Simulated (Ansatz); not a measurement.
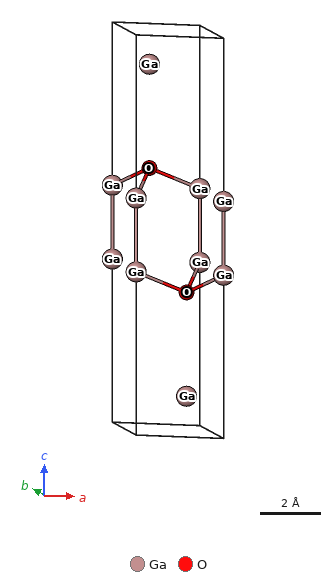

Normal modes of crystalline Ga₂O (a generated structure) at 1.02 times its rest volume, at the zone centre. Style: ball-and-stick. Shown: the cell of the calculation, slightly off an axis.

Computed with Ansatz 0.2.0, DFT PBE, scalar-relativistic, plane waves, PAW.

The input:
```yaml
crystal:
  lattice:
    - [3.0551124343, 0.0, 0.0]
    - [-1.5275562172, 2.6458049796, 0.0]
    - [0.0, 0.0, 13.6662263187]
  atoms:
    - { symbol: Ga, position: [0.0, 0.0, 0.407824433] }
    - { symbol: Ga, position: [0.0, 0.0, 0.592175567] }
    - { symbol: Ga, position: [0.6666666667, 0.3333333333, 0.0919499286] }
    - { symbol: Ga, position: [0.3333333333, 0.6666666667, 0.9080500714] }
    - { symbol: O, position: [0.6666666667, 0.3333333333, 0.3512466192] }
    - { symbol: O, position: [0.3333333333, 0.6666666667, 0.6487533808] }
basis:
  ecutwfc: 420
kpoints:
  mp_grid: { grid: [12, 12, 4] }
hamiltonian:
  xc: pbe
scf:
  occupations: { method: fermi_dirac, width: 0.15 }
output:
  eigenvalues: true
phonons:
  method: dfpt
  eigenvectors: true
```

Command:
```bash
ansatz run input.yaml --threads 2 --pin off --max-ram 6144MiB --backend cpu --events-out ev --progress --plain --runs-dir out
```

The frequencies depend somewhat on the k-mesh and the smearing.

Q: Give the spectrum at this point.

A: The calculation's cell holds 6 atoms, so there are 15 optical modes, in 10 levels. The optical modes span 2E_u + 2A₂u + 3E_g + 3A₁g. The lowest is so near zero that its sign isn't certain.

| level | symmetry | frequency (cm⁻¹) | activity |
| --- | --- | --- | --- |
| 1 | E_u | 12 | infrared-active |
| 2 | A₂u | 13 | infrared-active |
| 3 | E_g | 27 | Raman-active |
| 4 | E_g | 73 | Raman-active |
| 5 | A₁g | 101 | Raman-active |
| 6 | A₁g | 188 | Raman-active |
| 7 | A₂u | 443 | infrared-active |
| 8 | E_g | 457 | Raman-active |
| 9 | E_u | 459 | infrared-active |
| 10 | A₁g | 488 | Raman-active |

The crystal is a metal, so free carriers screen the infrared response.

The modes drawn as arrows (one member of each degenerate set), 6 of the levels:

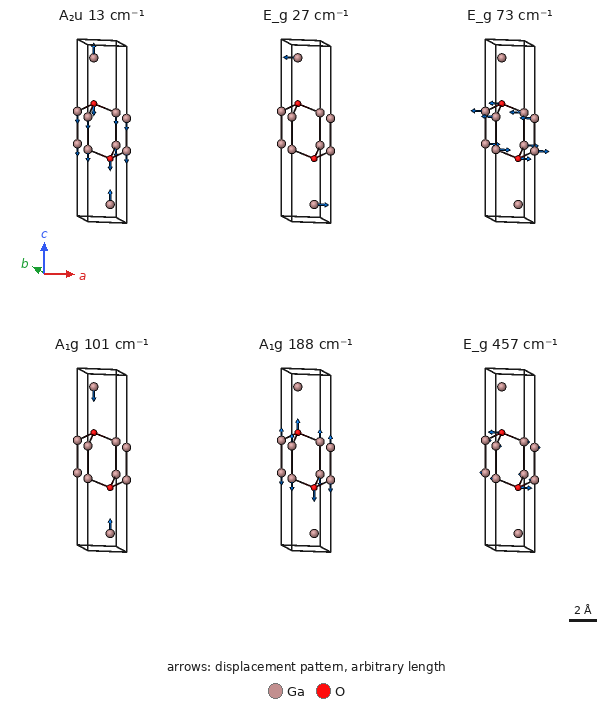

Limits of the set-up: layers or molecules are held without a dispersion correction, so their spacing is unreliable.
